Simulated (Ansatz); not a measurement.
Geometry relaxation, with input and output: IrO2 (part 2 of 2)

Continued. System: IrO2 (6 atoms in the cell). Method: DFT PBEsol, scalar-relativistic, plane waves, PAW, no spin polarisation (Ansatz 0.2.0); cutoff 420 eV, 8×8×12 k-mesh, Gaussian smearing of 0.1 eV. The structure derives from an entry of the Crystallography Open Database.

Geometry of the input (Å; fractional positions):
```
4.4990  0.0000  0.0000
0.0000  4.4990  0.0000
0.0000  0.0000  3.1460
Ir 0.0000  0.0000  0.0000
Ir 0.5000  0.5000  0.5000
O  0.3110  0.3110  0.0000
O  0.1890  0.8110  0.5000
O  0.6890  0.6890  0.0000
O  0.8110  0.1890  0.5000
```

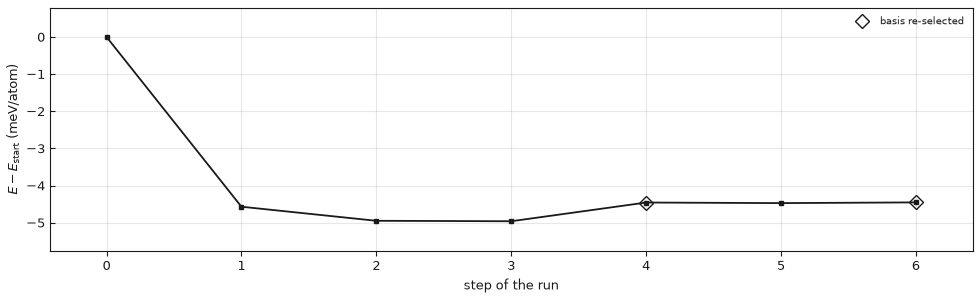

**Figure 1.** Progress of the relaxation, step by step (the first geometry is step 0 here and step 1 in the log).

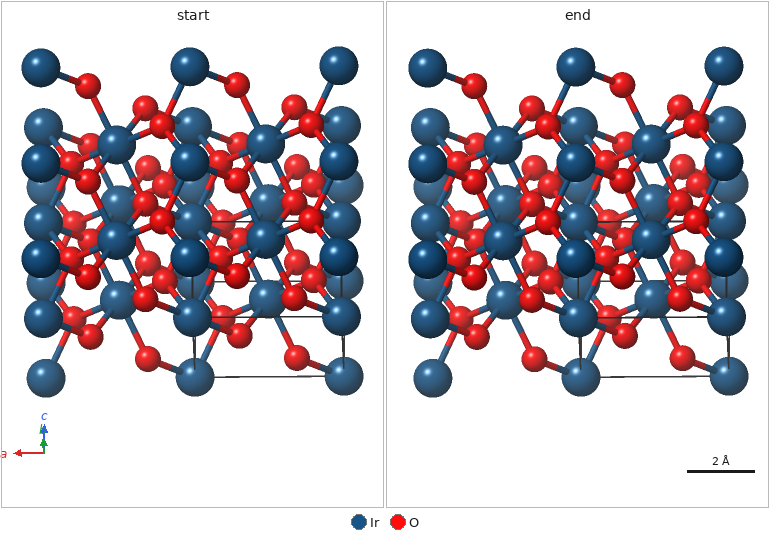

**Figure 2.** Before (left) and after (right) the relaxation, at one scale (ball-and-stick view of the cell of the calculation, repeated 2 × 2 × 2, seen at an oblique angle). After 4 geometry steps the energy has fallen by 4.5 meV per atom. The largest force component goes from 0.39 to 0.00022 eV/Å. Pressure: −1.95 GPa at the start and 0.01 GPa at the end. 1 further SCF at an unchanged geometry re-selected the plane-wave basis for the new cell. The largest moves relative to the cell, 0.014 Å, are those of O3, O4, O5 and O6. Ir stays in place. The volume changes by −1.0 %, with a = b 4.499 → 4.471 Å (−0.6 %), c 3.146 → 3.154 Å (+0.2 %). Among the contacts that change: Ir1–O3 1.979 → 1.953 Å, Ir1–O4 1.980 → 1.987 Å. The space group stays P4_2/mnm (No. 136). The energy change given includes the shifts at the re-selections in mid-walk, which come without any move. A last SCF at the same geometry on a re-selected plane-wave basis shifts the energy by +0.0 meV per atom. (Atoms are counted from 1 in the order of the input.)

```
basis re-selected at this cell: Δ(F+E_penalty+E_count) = +1.135e-4 eV, ΔP = -0.001 GPa vs the last step (what re-selecting the basis moved, of the pressure what is left beyond the Pulay correction that the steps carried, after the strain that the cell walked since its last selection, with what the two solves' SCF thresholds leave and, on support functions, any second-order correction that the steps lacked; it is no measure of the basis error at this ecutwfc). This SCF's stress stands 8.65e-3 GPa from its target on what of the cell is left free (relax.cell.stress_tol is 5.00e-2 GPa) and its largest allowed force component is 2.19e-4 eV/Å (relax.f_tol is 5.00e-3 eV/Å): within both
SCF converged after 4 iterations
Free energy (F): -25836.522699 eV
Harris-Foulkes:  -25836.522699 eV  (|F-HF|=7.28e-12)
Internal energy: -25836.510668 eV  (E = F + TS)
E sigma→0 (E₀):  -25836.516684 eV
Entropy (-TS):   -0.012032 eV (-2.005 meV/atom)
Fermi energy:    14.705483 eV
--- Per-component energies (eV) ---
  E_band       = -450.639104
  E_kinetic    = 1940.208483
  E_local      = -4413.143562  (includes V_loc(G=0)·N_el)
  E_nonlocal   = 346.685181
  E_hartree    = 1625.930867
  E_xc         = -818.553680
  E_vxc        = -965.771695  (∫ρ·V_xc dr)
  E_paw        = -18786.290982  (= ΣΔE_a)
  E_vpaw       = -610.489278  (= ΣTr[D̂ρ^β])
  E_aug_tail   = 0.010063  (compensation charges beyond the density's cutoff)
  E_ewald      = -5732.028758
  E_core_change = 0.671721  (= ΣΔE_core)
  E_smearing   = -0.012032  (= −TS)
  E_closure    = -0.000000  (closes the sum)
  Σ components = -25836.522699   (vs F -25836.522699, Δ=0.00e0)
--- Forces (eV/Å), atoms counted from 1 ---
  atom   1  Ir    -0.00000000     0.00000000     0.00000000
  atom   2  Ir     0.00000000     0.00000000     0.00000000
  atom   3  O      0.00021941     0.00021941     0.00000000
  atom   4  O     -0.00021941     0.00021941     0.00000000
  atom   5  O     -0.00021941    -0.00021941     0.00000000
  atom   6  O      0.00021941    -0.00021941     0.00000000
  max |Σ_I F_I| component: 1.91e-17 eV/Å
--- Stress (GPa, compression-positive) ---
        0.008650       0.000000       0.000000
        0.000000       0.008650       0.000000
        0.000000       0.000000       0.002675
  P = ⅓ Tr σ = 0.0067 GPa (0.067 kbar)
--- Band table (eV; the first three rows and the last of 105) ---
  k-point 0: bands = ["-78.7355", "-78.7337", "-35.7140", "-35.7140", "-35.6108", "-35.5931", "-35.4401", "-35.4401", "-6.6750", "-5.4205", "-4.2379", "-4.2379", "4.6007", "4.8420", "6.4832", "6.4832", "6.5652", "9.3587", "9.6567", "9.6567", "10.9647", "11.6612", "11.6612", "12.0425", "12.2135", "12.2135", "12.3018", "12.3105", "12.4638", "15.5417", "15.9993", "18.8766", "18.9729", "18.9729", "20.5469"]
  k-point 1: bands = ["-78.7352", "-78.7335", "-35.7134", "-35.7134", "-35.6183", "-35.6012", "-35.4390", "-35.4390", "-6.6044", "-5.3799", "-4.2804", "-4.2804", "4.6987", "4.9139", "6.5363", "6.5363", "6.6385", "9.0733", "9.7216", "9.7216", "10.4956", "11.1708", "11.1708", "12.1670", "12.3605", "12.3654", "12.5489", "12.7105", "12.7105", "15.7111", "15.9251", "18.7639", "18.7639", "19.0832", "20.3904"]
  k-point 2: bands = ["-78.7346", "-78.7331", "-35.7117", "-35.7117", "-35.6388", "-35.6236", "-35.4363", "-35.4363", "-6.4034", "-5.2732", "-4.3942", "-4.3942", "4.9826", "5.1163", "6.6847", "6.6847", "6.8562", "8.4168", "9.6781", "9.8781", "9.8781", "10.5404", "10.5404", "11.7744", "12.5191", "12.6659", "12.7825", "13.3740", "13.3740", "15.7095", "16.1467", "18.2941", "18.2941", "19.4335", "20.1741"]
  k-point 104: bands = ["-78.7317", "-78.7317", "-35.7181", "-35.7181", "-35.7052", "-35.7052", "-35.4254", "-35.4254", "-5.0263", "-5.0263", "-4.9455", "-4.9455", "6.2067", "6.2067", "6.5890", "6.5890", "7.0812", "7.0812", "8.8867", "8.8867", "10.2447", "10.2447", "11.3456", "11.3456", "12.8351", "12.8351", "13.4283", "13.4283", "14.2082", "14.2082", "16.9827", "16.9827", "18.0061", "18.0061", "23.7005"]
--- Relaxed structure (5 steps of the walk, 5 accepted, 2 SCFs on fresh bases) ---
  F+E_penalty+E_count = -25836.52269947 eV   max|allowed force component| = 2.194e-4 eV/Å   (the final SCF, on the basis selected at the relaxed cell)
  cell:  # Å, volume = 63.0532 Å³
    - [4.471488633603367, -2.4410617541842167e-34, 0.0]
    - [-2.4410617541842167e-34, 4.471488633603367, 0.0]
    - [0.0, 0.0, 3.1535737105517705]
  atoms:
    - { symbol: Ir, position: [-6.426329836174028e-20, -3.589707681925348e-20, 0.0] }
    - { symbol: Ir, position: [0.5, 0.5, 0.49999999999999994] }
    - { symbol: O, position: [0.30878195767949806, 0.30878195767949806, 0.0] }
    - { symbol: O, position: [0.19121804232050194, 0.8087819576794981, 0.49999999999999994] }
    - { symbol: O, position: [0.6912180423205019, 0.6912180423205019, 0.0] }
    - { symbol: O, position: [0.8087819576794981, 0.19121804232050194, 0.49999999999999994] }
```

### Trajectory as extended XYZ (Å, eV, eV/Å), 7 frames, from step=1 to step=7
```
6
Lattice="4.4990 0.0000 0.0000 0.0000 4.4990 0.0000 0.0000 0.0000 3.1460" Properties=species:S:1:pos:R:3:forces:R:3 step=1 energy=-25836.49599 pressure_GPa=-1.95
Ir    0.0000    0.0000    0.0000    0.0000   0.0000   0.0000
Ir    2.2495    2.2495    1.5730    0.0000   0.0000   0.0000
O     1.3992    1.3992    0.0000   -0.3888  -0.3888   0.0000
O     0.8503    3.6487    1.5730    0.3888  -0.3888   0.0000
O     3.0998    3.0998    0.0000    0.3888   0.3888   0.0000
O     3.6487    0.8503    1.5730   -0.3888   0.3888   0.0000
6
Lattice="4.4742 0.0000 0.0000 0.0000 4.4742 0.0000 0.0000 0.0000 3.1522" Properties=species:S:1:pos:R:3:forces:R:3 step=2 energy=-25836.52340 pressure_GPa=0.01
Ir    0.0000    0.0000    0.0000    0.0000   0.0000   0.0000
Ir    2.2371    2.2371    1.5761    0.0000   0.0000   0.0000
O     1.3853    1.3853    0.0000   -0.1319  -0.1319   0.0000
O     0.8519    3.6224    1.5761    0.1319  -0.1319   0.0000
O     3.0890    3.0890    0.0000    0.1319   0.1319   0.0000
O     3.6224    0.8519    1.5761   -0.1319   0.1319   0.0000
6
Lattice="4.4722 0.0000 0.0000 0.0000 4.4722 0.0000 0.0000 0.0000 3.1539" Properties=species:S:1:pos:R:3:forces:R:3 step=3 energy=-25836.52567 pressure_GPa=-0.06
Ir    0.0000    0.0000    0.0000    0.0000   0.0000   0.0000
Ir    2.2361    2.2361    1.5770    0.0000   0.0000   0.0000
O     1.3806    1.3806    0.0000    0.0099   0.0099   0.0000
O     0.8555    3.6168    1.5770   -0.0099   0.0099   0.0000
O     3.0916    3.0916    0.0000   -0.0099  -0.0099   0.0000
O     3.6168    0.8555    1.5770    0.0099  -0.0099   0.0000
6
Lattice="4.4722 0.0000 0.0000 0.0000 4.4722 0.0000 0.0000 0.0000 3.1535" Properties=species:S:1:pos:R:3:forces:R:3 step=4 energy=-25836.52574 pressure_GPa=0.02
Ir    0.0000    0.0000    0.0000    0.0000   0.0000   0.0000
Ir    2.2361    2.2361    1.5767    0.0000   0.0000   0.0000
O     1.3809    1.3809    0.0000    0.0001   0.0001   0.0000
O     0.8552    3.6169    1.5767   -0.0001   0.0001   0.0000
O     3.0913    3.0913    0.0000   -0.0001  -0.0001   0.0000
O     3.6169    0.8552    1.5767    0.0001  -0.0001   0.0000
6
Lattice="4.4722 0.0000 0.0000 0.0000 4.4722 0.0000 0.0000 0.0000 3.1535" Properties=species:S:1:pos:R:3:forces:R:3 step=5 energy=-25836.52272 pressure_GPa=-0.06
Ir    0.0000    0.0000    0.0000    0.0000   0.0000   0.0000
Ir    2.2361    2.2361    1.5767    0.0000   0.0000   0.0000
O     1.3809    1.3809    0.0000    0.0002   0.0002   0.0000
O     0.8552    3.6169    1.5767   -0.0002   0.0002   0.0000
O     3.0913    3.0913    0.0000   -0.0002  -0.0002   0.0000
O     3.6169    0.8552    1.5767    0.0002  -0.0002   0.0000
6
Lattice="4.4715 0.0000 0.0000 0.0000 4.4715 0.0000 0.0000 0.0000 3.1536" Properties=species:S:1:pos:R:3:forces:R:3 step=6 energy=-25836.52281 pressure_GPa=0.01
Ir    0.0000    0.0000    0.0000    0.0000   0.0000   0.0000
Ir    2.2357    2.2357    1.5768    0.0000   0.0000   0.0000
O     1.3807    1.3807    0.0000    0.0002   0.0002   0.0000
O     0.8550    3.6165    1.5768   -0.0002   0.0002   0.0000
O     3.0908    3.0908    0.0000   -0.0002  -0.0002   0.0000
O     3.6165    0.8550    1.5768    0.0002  -0.0002   0.0000
6
Lattice="4.4715 0.0000 0.0000 0.0000 4.4715 0.0000 0.0000 0.0000 3.1536" Properties=species:S:1:pos:R:3:forces:R:3 step=7 energy=-25836.52270 pressure_GPa=0.01
Ir    0.0000    0.0000    0.0000    0.0000   0.0000   0.0000
Ir    2.2357    2.2357    1.5768    0.0000   0.0000   0.0000
O     1.3807    1.3807    0.0000    0.0002   0.0002   0.0000
O     0.8550    3.6165    1.5768   -0.0002   0.0002   0.0000
O     3.0908    3.0908    0.0000   -0.0002  -0.0002   0.0000
O     3.6165    0.8550    1.5768    0.0002  -0.0002   0.0000
```

### Summary

| quantity | value |
| --- | --- |
| outcome | converged |
| space group (tolerance 0.01 Å) | P4₂/mnm (136) |
| electrons treated | 58 |
| free energy | −25836.5227 eV |
| Fermi energy | 14.705 eV |
| gap on the k-point mesh | none (metallic) |
| pressure | 0.01 GPa |
| final volume | 63.05 Å³ |
| largest force (length of the vector) at the end | under 0.001 eV/Å |
| final cell | a = 4.471 Å, b = 4.471 Å, c = 3.154 Å, α = 90.00°, β = 90.00°, γ = 90.00° |
| hardware | 2 threads of AMD EPYC (Zen 5), 176 GiB of memory available, shared host |
| wall time | 15 s (CPU time 30 s) |
| peak memory | 0.5 GiB |

Spin–orbit coupling is left out, which matters for Ir.
